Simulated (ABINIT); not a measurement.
# BaTiO3 (P4mm): G0W0 with ABINIT, start to end, part 2 of 3

How does a plane-wave GW calculation on BaTiO3 (P4mm) run from the first input to the gap?

ABINIT 10.8.3; PBE and many-body steps on it, plane waves. Known limits of the many-body steps: not at the basis limit; no spin-orbit coupling; coarse k mesh.

So far. Step 2 (Ground state): The gap is indirect, with the least direct gap 0.37 eV higher.

## 3. Bands along the symmetry lines

Level of this step: DFT, PBE, plane waves, norm-conserving pseudopotentials (ABINIT).

Levels along a band path, at the cheap level, show where the edges lie and whether the meshes to come will hold them.

run.abi

```
acell 3*1.0 Angstrom
rprim 
  3.990480000000 0.000000000000 0.000000000000
  0.000000000000 3.990480000000 0.000000000000
  0.000000000000 0.000000000000 4.023030000000
ntypat 3
znucl 56 22 8
natom 5
typat 1 2 3 3 3
xred 
  0.000000000000 0.000000000000 0.000000000000
  0.500000000000 0.500000000000 0.522000000000
  0.500000000000 0.500000000000 0.979000000000
  0.500000000000 0.000000000000 0.488000000000
  0.000000000000 0.500000000000 0.488000000000
pp_dirpath "pseudos"
pseudos "Ba.upf, Ti.upf, O.upf"
ecut 38
iscf -2
irdden 1
kptopt 0
nkpt 75
kpt 
  0.00000000 0.00000000 0.00000000
  0.00000000 0.06250000 0.00000000
  0.00000000 0.12500000 0.00000000
  0.00000000 0.18750000 0.00000000
  0.00000000 0.25000000 0.00000000
  0.00000000 0.31250000 0.00000000
  0.00000000 0.37500000 0.00000000
  0.00000000 0.43750000 0.00000000
  0.00000000 0.50000000 0.00000000
  0.06250000 0.50000000 0.00000000
  0.12500000 0.50000000 0.00000000
  0.18750000 0.50000000 0.00000000
  0.25000000 0.50000000 0.00000000
  0.31250000 0.50000000 0.00000000
  0.37500000 0.50000000 0.00000000
  0.43750000 0.50000000 0.00000000
  0.50000000 0.50000000 0.00000000
  0.43750000 0.43750000 0.00000000
  0.37500000 0.37500000 0.00000000
  0.31250000 0.31250000 0.00000000
  0.25000000 0.25000000 0.00000000
  0.18750000 0.18750000 0.00000000
  0.12500000 0.12500000 0.00000000
  0.06250000 0.06250000 0.00000000
  0.00000000 0.00000000 0.00000000
  0.00000000 0.00000000 0.06250000
  0.00000000 0.00000000 0.12500000
  0.00000000 0.00000000 0.18750000
  0.00000000 0.00000000 0.25000000
  0.00000000 0.00000000 0.31250000
  0.00000000 0.00000000 0.37500000
  0.00000000 0.00000000 0.43750000
  0.00000000 0.00000000 0.50000000
  0.00000000 0.06250000 0.50000000
  0.00000000 0.12500000 0.50000000
  0.00000000 0.18750000 0.50000000
  0.00000000 0.25000000 0.50000000
  0.00000000 0.31250000 0.50000000
  0.00000000 0.37500000 0.50000000
  0.00000000 0.43750000 0.50000000
  0.00000000 0.50000000 0.50000000
  0.06250000 0.50000000 0.50000000
  0.12500000 0.50000000 0.50000000
  0.18750000 0.50000000 0.50000000
  0.25000000 0.50000000 0.50000000
  0.31250000 0.50000000 0.50000000
  0.37500000 0.50000000 0.50000000
  0.43750000 0.50000000 0.50000000
  0.50000000 0.50000000 0.50000000
  0.43750000 0.43750000 0.50000000
  0.37500000 0.37500000 0.50000000
  0.31250000 0.31250000 0.50000000
  0.25000000 0.25000000 0.50000000
  0.18750000 0.18750000 0.50000000
  0.12500000 0.12500000 0.50000000
  0.06250000 0.06250000 0.50000000
  0.00000000 0.00000000 0.50000000
  0.00000000 0.50000000 0.00000000
  0.00000000 0.50000000 0.06250000
  0.00000000 0.50000000 0.12500000
  0.00000000 0.50000000 0.18750000
  0.00000000 0.50000000 0.25000000
  0.00000000 0.50000000 0.31250000
  0.00000000 0.50000000 0.37500000
  0.00000000 0.50000000 0.43750000
  0.00000000 0.50000000 0.50000000
  0.50000000 0.50000000 0.00000000
  0.50000000 0.50000000 0.06250000
  0.50000000 0.50000000 0.12500000
  0.50000000 0.50000000 0.18750000
  0.50000000 0.50000000 0.25000000
  0.50000000 0.50000000 0.31250000
  0.50000000 0.50000000 0.37500000
  0.50000000 0.50000000 0.43750000
  0.50000000 0.50000000 0.50000000
istwfk *1
nband 31
nbdbuf 6
tolwfr 1e-07
nstep 50
prtwf 0
prtvol 0
indata_prefix "in"
outdata_prefix "out"
tmpdata_prefix "tmp"
```

The run is started by

```sh
$ OMP_NUM_THREADS=1 mpirun -n 8 abinit run.abi > log
```

Numbers of over 12 decimals in the logs are rounded to 6 here.

Log:

```text
.Version 10.8.3 of ABINIT. v10.8.2 released Aug 2026.

 Symmetries : space group P4 m m (# 99); Bravais tP (primitive tetrag.)
[... echo of the input left out ...]
== DATASET  1 ==================================================================
-   mpi_nproc: 8, omp_nthreads: 1 (-1 if OMP is not activated)

--- !DatasetInfo
iteration_state: {dtset: 1, }
dimensions: {natom: 5, nkpt: 75, mband: 31, nsppol: 1, nspinor: 1, nspden: 1, mpw: 4869, }
cutoff_energies: {ecut:  38.0, pawecutdg:  -1.0, }
electrons: {nelect:   4.00000000E+01, charge:   0.00000000E+00, occopt:   1.00000000E+00, tsmear:   1.00000000E-02, }

 Real(R)+Recip(G) space primitive vectors, cartesian coordinates (Bohr,Bohr^-1):
 R(1)=  7.5409143  0.0000000  0.0000000  G(1)=  0.1326099  0.0000000  0.0000000
 R(2)=  0.0000000  7.5409143  0.0000000  G(2)=  0.0000000  0.1326099  0.0000000
 R(3)=  0.0000000  0.0000000  7.6024249  G(3)=  0.0000000  0.0000000  0.1315370
 Unit cell volume ucvol=  4.3231485E+02 bohr^3
 Angles (23,13,12)=  9.00000000E+01  9.00000000E+01  9.00000000E+01 degrees

 getcut: wavevector=  0.0000  0.0000  0.0000  ngfft=  45  45  45
         ecut(hartree)=     38.000   => boxcut(ratio)=   2.08566

--- Pseudopotential description ------------------------------------------------
- Ba Generated using ONCVPSP code by D. R. Hamann
- 56.00000  10.00000  171031                  znucl, zion, pspdat
12 -101130 2 -1 1958                          pspcod,pspxc,lmax,lloc,mmax
     nproj     2     2     2
  pspatm : epsatm=   26.75150155
         --- l  ekb(1:nproj) -->
             0    6.667868    0.674319
             1    5.008801    0.408242
             2    2.532546    0.415477
 pspatm: atomic psp has been read  and splines computed

- Ti Generated using ONCVPSP code by D. R. Hamann
- 22.00000  12.00000  171031                  znucl, zion, pspdat
12 -101130 2 -1 1586                          pspcod,pspxc,lmax,lloc,mmax
     nproj     2     2     2
  pspatm : epsatm=   14.68144553
         --- l  ekb(1:nproj) -->
[...]
pspatm: atomic psp has been read  and splines computed

- O Generated using ONCVPSP code by D. R. Hamann
-  8.00000   6.00000  171031                  znucl, zion, pspdat
12 -101130 2 -1 936                           pspcod,pspxc,lmax,lloc,mmax
     nproj     2     2     1
  pspatm : epsatm=    6.19545534
         --- l  ekb(1:nproj) -->
[...]
2   -1.331955
 pspatm: atomic psp has been read  and splines computed

--------------------------------------------------------------------------------

================================================================================
 prteigrs : about to open file out_EIG
 Non-SCF case, kpt    1 (  0.00000  0.00000  0.00000), residuals and eigenvalues=
  6.70E-08  3.31E-08  2.81E-08  5.58E-08  6.33E-08  3.42E-08  9.23E-08  7.87E-08
[...]
2.4041E-01  2.4688E-01  4.0297E-01  4.0341E-01  4.0341E-01  4.8473E-01
  4.9427E-01  4.9427E-01  5.3039E-01  5.4169E-01  6.2193E-01  6.2467E-01
  7.0951E-01

--- !ResultsGS
iteration_state: {dtset: 1, }
comment   : Summary of ground state results
lattice_vectors:
- [  7.5409143,   0.0000000,   0.0000000, ]
- [  0.0000000,   7.5409143,   0.0000000, ]
- [  0.0000000,   0.0000000,   7.6024249, ]
lattice_lengths: [   7.54091,    7.54091,    7.60242, ]
lattice_angles: [ 90.000,  90.000,  90.000, ] # degrees, (23, 13, 12)
lattice_volume:   4.3231485E+02
convergence: {deltae:  0.000E+00, res2:  0.000E+00, residm:  9.915E-08, diffor:  0.000E+00, }
etotal    :  -1.37385857E+02
entropy   :   0.00000000E+00
fermie    :   2.46877495E-01
cartesian_stress_tensor: null
pressure_GPa: null
xred      :
- [  0.0000E+00,   0.0000E+00,   0.0000E+00, Ba]
- [  5.0000E-01,   5.0000E-01,   5.2200E-01, Ti]
- [  5.0000E-01,   5.0000E-01,   9.7900E-01,  O]
- [  5.0000E-01,   0.0000E+00,   4.8800E-01,  O]
- [  0.0000E+00,   5.0000E-01,   4.8800E-01,  O]
cartesian_forces: null
force_length_stats: {min: null, max: null, mean: null, }

 Integrated electronic density in atomic spheres:
 ------------------------------------------------
 Atom  Sphere_radius  Integrated_density
[...]
================================================================================

 ----iterations are completed or convergence reached----

 Mean square residual over all n,k,spin=   49.880E-09; max=  99.148E-09
 reduced coordinates (array xred) for    5 atoms
[...]
0.500000000000      0.000000000000      0.488000000000
       0.000000000000      0.500000000000      0.488000000000

 cartesian coordinates (angstrom) at end:
    1      0.000000     0.000000     0.000000
    2      1.995240     1.995240     2.100022
    3      1.995240     1.995240     3.938546
    4      1.995240     0.000000     1.963239
    5      0.000000     1.995240     1.963239
 length scales=  1.889726125908  1.889726125908  1.889726125908 bohr
              =  1.000000000000  1.000000000000  1.000000000000 angstroms
 prteigrs : about to open file out_EIG
 Eigenvalues (hartree) for nkpt=  75  k points:
 kpt#   1, nband= 31, wtk=  1.00000, kpt=  0.0000  0.0000  0.0000 (reduced coord)
[...]
kpt#   2, nband= 31, wtk=  1.00000, kpt=  0.0000  0.0625  0.0000 (reduced coord)
[...]
kpt#   3, nband= 31, wtk=  1.00000, kpt=  0.0000  0.1250  0.0000 (reduced coord)
[...]
kpt#  74, nband= 31, wtk=  1.00000, kpt=  0.5000  0.5000  0.4375 (reduced coord)
[...]
0.49782    0.49782    0.53040    0.53923    0.61666    0.62546    0.71024
 kpt#  75, nband= 31, wtk=  1.00000, kpt=  0.5000  0.5000  0.5000 (reduced coord)
[...]
-0.14873   -0.14873   -0.14648    0.08159    0.10454    0.10742    0.15512    0.15512
   0.15788    0.24041    0.24041    0.24688    0.40297    0.40341    0.40341    0.48473
   0.49427    0.49427    0.53039    0.54169    0.62193    0.62467    0.70951

== END DATASET(S) ==============================================================
================================================================================

 -outvars: echo values of variables after computation  --------
            nband          31
             nkpt          75
          spgroup          99
 [... the other variables as echoed above ...]

 Calculation completed.
```

Run time: 28 s. Hardware: 8 MPI ranks of Arm Neoverse V2, shared host; peak memory 0.68 GiB.

This step gave:

```yaml
gap: 1.851 eV
k_of_the_valence_top: 0.5, 0.5, 0.5
k_of_the_conduction_bottom: 0, 0, 0
least_direct_gap: 2.222 eV
```

The gap is 1.851 eV, as in the run before at this level.

The electronic bands at the labelled points (eV, zero at the top of the highest filled band):

```
    point  band 17  band 18  band 19  band 20  band 21  band 22  band 23  band 24
        Γ    -1.18    -0.45    -0.37    -0.37     1.85     2.22     2.22     4.12
        X    -1.84    -1.67    -1.13    -0.97     2.34     3.57     3.64     4.24
        M    -1.83    -1.08    -1.08    -0.07     3.66     3.66     4.02     4.77
        Γ    -1.18    -0.45    -0.37    -0.37     1.85     2.22     2.22     4.12
        Z    -1.96    -1.94    -0.71    -0.71     2.00     3.68     3.68     4.12
        R    -1.75    -0.92    -0.89    -0.25     3.60     3.70     4.02     4.96
        A    -2.42    -0.18    -0.18     0.00     4.25     4.26     4.26     6.47
        Z    -1.96    -1.94    -0.71    -0.71     2.00     3.68     3.68     4.12
jump to X    -1.84    -1.67    -1.13    -0.97     2.34     3.57     3.64     4.24
        R    -1.75    -0.92    -0.89    -0.25     3.60     3.70     4.02     4.96
jump to M    -1.83    -1.08    -1.08    -0.07     3.66     3.66     4.02     4.77
        A    -2.42    -0.18    -0.18     0.00     4.25     4.26     4.26     6.47
```

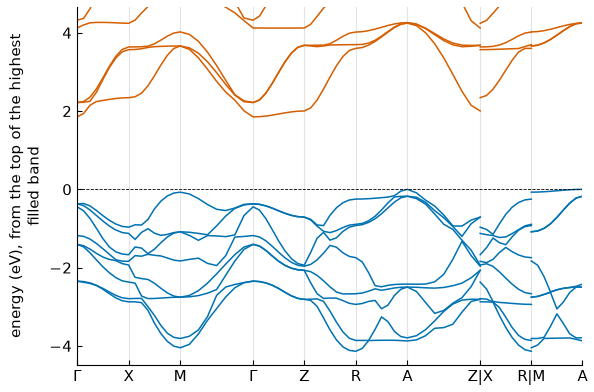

Electronic bands along the path; lines of filled and empty bands in two colours.

## 4. Empty states on the mesh, 2×2×2 mesh, 132 bands

The sums over transitions need many empty states on a uniform mesh; this step solves for them.

run.abi

```
acell 3*1.0 Angstrom
rprim 
  3.990480000000 0.000000000000 0.000000000000
  0.000000000000 3.990480000000 0.000000000000
  0.000000000000 0.000000000000 4.023030000000
ntypat 3
znucl 56 22 8
natom 5
typat 1 2 3 3 3
xred 
  0.000000000000 0.000000000000 0.000000000000
  0.500000000000 0.500000000000 0.522000000000
  0.500000000000 0.500000000000 0.979000000000
  0.500000000000 0.000000000000 0.488000000000
  0.000000000000 0.500000000000 0.488000000000
pp_dirpath "pseudos"
pseudos "Ba.upf, Ti.upf, O.upf"
ecut 38
ngkpt 2 2 2
nshiftk 1
shiftk 0 0 0
kptopt 1
chksymbreak 0
iscf -2
irdden 1
istwfk *1
nband 132
nbdbuf 12
tolwfr 1e-09
nstep 60
prtvol 0
indata_prefix "in"
outdata_prefix "out"
tmpdata_prefix "tmp"
```

The run is started by

```sh
$ OMP_NUM_THREADS=1 mpirun -n 6 abinit run.abi > log
```

Log:

```text
.Version 10.8.3 of ABINIT. v10.8.2 released Aug 2026.

 Symmetries : space group P4 m m (# 99); Bravais tP (primitive tetrag.)
[... echo of the input left out ...]
== DATASET  1 ==================================================================
-   mpi_nproc: 6, omp_nthreads: 1 (-1 if OMP is not activated)

--- !DatasetInfo
iteration_state: {dtset: 1, }
dimensions: {natom: 5, nkpt: 6, mband: 132, nsppol: 1, nspinor: 1, nspden: 1, mpw: 4868, }
cutoff_energies: {ecut:  38.0, pawecutdg:  -1.0, }
electrons: {nelect:   4.00000000E+01, charge:   0.00000000E+00, occopt:   1.00000000E+00, tsmear:   1.00000000E-02, }

 Real(R)+Recip(G) space primitive vectors, cartesian coordinates (Bohr,Bohr^-1):
 R(1)=  7.5409143  0.0000000  0.0000000  G(1)=  0.1326099  0.0000000  0.0000000
 R(2)=  0.0000000  7.5409143  0.0000000  G(2)=  0.0000000  0.1326099  0.0000000
 R(3)=  0.0000000  0.0000000  7.6024249  G(3)=  0.0000000  0.0000000  0.1315370
 Unit cell volume ucvol=  4.3231485E+02 bohr^3
 Angles (23,13,12)=  9.00000000E+01  9.00000000E+01  9.00000000E+01 degrees

 getcut: wavevector=  0.0000  0.0000  0.0000  ngfft=  45  45  45
         ecut(hartree)=     38.000   => boxcut(ratio)=   2.08566

--- Pseudopotential description ------------------------------------------------
- Ba Generated using ONCVPSP code by D. R. Hamann
- 56.00000  10.00000  171031                  znucl, zion, pspdat
12 -101130 2 -1 1958                          pspcod,pspxc,lmax,lloc,mmax
     nproj     2     2     2
  pspatm : epsatm=   26.75150155
         --- l  ekb(1:nproj) -->
             0    6.667868    0.674319
             1    5.008801    0.408242
             2    2.532546    0.415477
 pspatm: atomic psp has been read  and splines computed

- Ti Generated using ONCVPSP code by D. R. Hamann
- 22.00000  12.00000  171031                  znucl, zion, pspdat
12 -101130 2 -1 1586                          pspcod,pspxc,lmax,lloc,mmax
     nproj     2     2     2
  pspatm : epsatm=   14.68144553
         --- l  ekb(1:nproj) -->
[...]
pspatm: atomic psp has been read  and splines computed

- O Generated using ONCVPSP code by D. R. Hamann
-  8.00000   6.00000  171031                  znucl, zion, pspdat
12 -101130 2 -1 936                           pspcod,pspxc,lmax,lloc,mmax
     nproj     2     2     1
  pspatm : epsatm=    6.19545534
         --- l  ekb(1:nproj) -->
[...]
2   -1.331955
 pspatm: atomic psp has been read  and splines computed

--------------------------------------------------------------------------------

================================================================================
 prteigrs : about to open file out_EIG
 Non-SCF case, kpt    1 (  0.00000  0.00000  0.00000), residuals and eigenvalues=
  6.09E-10  1.89E-10  1.95E-10  9.84E-10  6.68E-10  6.67E-10  1.64E-10  3.20E-10
  1.28E-10  3.62E-10  2.26E-10  3.05E-10  1.51E-10  4.22E-10  2.95E-10  4.18E-10
  4.98E-10  2.89E-10  1.38E-10  4.35E-10  2.76E-10  1.39E-10  1.70E-10  1.11E-10
[...]
7.16E-05  3.97E-05  1.25E-04  6.95E-04
 -1.8290E+00 -9.5838E-01 -9.5571E-01 -9.5571E-01 -6.6700E-01 -3.7437E-01
 -3.5146E-01 -3.4702E-01 -1.2184E-01 -1.2184E-01 -1.2179E-01  1.5967E-01
  1.6067E-01  1.6067E-01  1.9522E-01  1.9522E-01  2.0348E-01  2.3045E-01
[...]
2.8573E+00  2.8610E+00  2.8901E+00  2.8972E+00  2.9232E+00  2.9232E+00
  2.9630E+00  2.9677E+00  2.9679E+00  2.9774E+00  2.9891E+00  2.9939E+00
 prteigrs : prtvol=0 or 1, do not print more k-points.

--- !ResultsGS
iteration_state: {dtset: 1, }
comment   : Summary of ground state results
lattice_vectors:
- [  7.5409143,   0.0000000,   0.0000000, ]
- [  0.0000000,   7.5409143,   0.0000000, ]
- [  0.0000000,   0.0000000,   7.6024249, ]
lattice_lengths: [   7.54091,    7.54091,    7.60242, ]
lattice_angles: [ 90.000,  90.000,  90.000, ] # degrees, (23, 13, 12)
lattice_volume:   4.3231485E+02
convergence: {deltae:  0.000E+00, res2:  0.000E+00, residm:  9.980E-10, diffor:  0.000E+00, }
etotal    :  -1.37385857E+02
entropy   :   0.00000000E+00
fermie    :   2.46877495E-01
cartesian_stress_tensor: null
pressure_GPa: null
xred      :
- [  0.0000E+00,   0.0000E+00,   0.0000E+00, Ba]
- [  5.0000E-01,   5.0000E-01,   5.2200E-01, Ti]
- [  5.0000E-01,   5.0000E-01,   9.7900E-01,  O]
- [  5.0000E-01,   0.0000E+00,   4.8800E-01,  O]
- [  0.0000E+00,   5.0000E-01,   4.8800E-01,  O]
cartesian_forces: null
force_length_stats: {min: null, max: null, mean: null, }

 Integrated electronic density in atomic spheres:
 ------------------------------------------------
 Atom  Sphere_radius  Integrated_density
[...]
================================================================================

 ----iterations are completed or convergence reached----

 Mean square residual over all n,k,spin=   37.682E-11; max=  99.801E-11
 reduced coordinates (array xred) for    5 atoms
[...]
0.500000000000      0.000000000000      0.488000000000
       0.000000000000      0.500000000000      0.488000000000

 cartesian coordinates (angstrom) at end:
    1      0.000000     0.000000     0.000000
    2      1.995240     1.995240     2.100022
    3      1.995240     1.995240     3.938546
    4      1.995240     0.000000     1.963239
    5      0.000000     1.995240     1.963239
 length scales=  1.889726125908  1.889726125908  1.889726125908 bohr
              =  1.000000000000  1.000000000000  1.000000000000 angstroms
 prteigrs : about to open file out_EIG
 Eigenvalues (hartree) for nkpt=   6  k points:
 kpt#   1, nband=132, wtk=  0.12500, kpt=  0.0000  0.0000  0.0000 (reduced coord)
[...]
2.73997    2.74249    2.74249    2.76203    2.76326    2.76424    2.85495    2.85495
   2.85727    2.86104    2.89010    2.89717    2.92323    2.92323    2.96297    2.96771
   2.96793    2.97742    2.98908    2.99389
 prteigrs : prtvol=0 or 1, do not print more k-points.

== END DATASET(S) ==============================================================
================================================================================

 -outvars: echo values of variables after computation  --------
            nband         132
             nkpt           6
          spgroup          99
 [... the other variables as echoed above ...]

 Calculation completed.
```

Wall time 22 s (6 MPI ranks); peak memory 0.49 GiB.

This step gave:

- gap: 1.851 eV
- k of the valence top: 0.5, 0.5, 0.5
- k of the conduction bottom: 0, 0, 0
- least direct gap: 2.222 eV
- k points computed: 6
- lowest point of the top converged band, above the valence top: 68.3866 eV

On this mesh the gap is 1.851 eV.

(Part 2 of 3 ends here.)

[Paths, hosts, dates, memory and timing lines, banners, echoed tables and standing remarks are left out of the program output.]

[Logs are printed without paths, hosts, clocks, repeated set-up lines and the standing remarks that a program may print on its own settings, such as how far it seeks lower states.]

[Runs of the session that timed out or met a known fault of the program may be left out.]

[Hosts, paths, dates, database ids (printed as entryN), source tags and the programs' standing remarks are cut or masked in the printed files.]

[G0W0 gaps are taken among the corrected bands and points alone; a level outside them can change the order at an edge.]

[Where Ansatz stands beside ABINIT at settings called matched, ABINIT's density can come from a denser mesh and the files from another edition; pairs whose starting gaps differed by over 0.03 eV were left out, so agreement reads better than it is.]
